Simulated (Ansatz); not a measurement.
System: Hf.

Input file:

```
crystal:
  lattice:
    - [4.962329544, 0.0, 0.0]
    - [-2.481164772, 4.297503447, 0.0]
    - [0.0, 0.0, 3.08623225]
  atoms:
    - { symbol: Hf, position: [0.0, 0.0, 0.0] }
    - { symbol: Hf, position: [0.3333333333, 0.6666666667, 0.5] }
    - { symbol: Hf, position: [0.6666666667, 0.3333333333, 0.5] }
hamiltonian:
  xc: pbesol
  pseudopotentials: { kind: paw }
kpoints:
  mp_grid: { grid: [6, 6, 9] }
scf:
  occupations: { method: fermi_dirac, width: 0.05 }
output:
  forces: true
  stress: true
  eigenvalues: true
  write_density: true
  write_potential: true
  elf: true
  volumetric_format: npy
relax:
  f_tol: 0.01
  max_steps: 40
  cell: { stress_tol: 0.05 }
```

Command:

```sh
ansatz run input.yaml --threads 2 --pin off --max-ram 5632MiB --backend cpu --events-out ev --progress --plain --runs-dir out
```

Below, planes, directions and counts refer to the conventional cell (a = 4.92 Å, b = 4.92 Å, c = 3.07 Å, α = 90.00°, β = 90.00°, γ = 120.00°).

The fields are those of the run's last geometry, not of the input's.

Space group P6/mmm; a structure from a database of computed crystals, not necessarily the ambient phase.

Level of theory: Kohn-Sham DFT of a periodic cell, PBEsol, Ansatz PAW in Ansatz.

### What will maps of the valence pseudo-density and electron localisation function show?

Hf–Hf (3.07 Å): ρ at the midpoint is about 0.2 e/Å³; the ELF is about 0.25 at the midpoint: no localised pair shows between them.

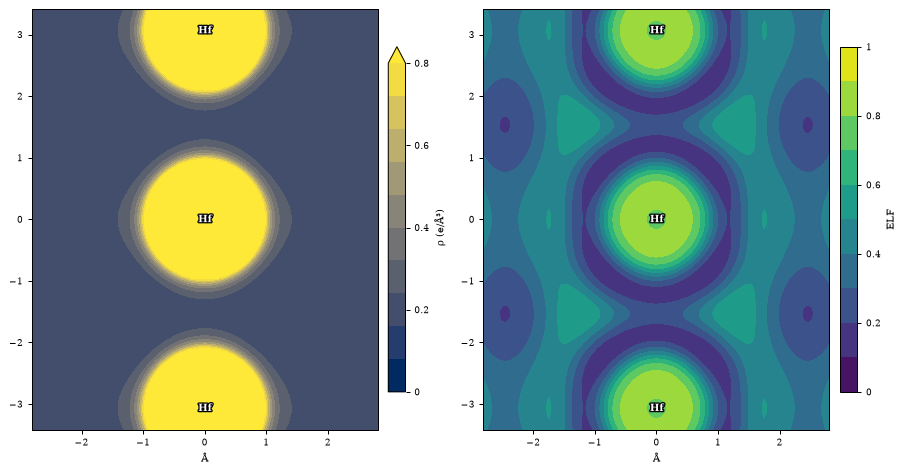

Computed valence pseudo-density and electron localisation function on the (100) plane of the conventional cell, in this order. 

The density is the valence pseudo-density of a PAW calculation; it isn't the true density close to the nuclei.
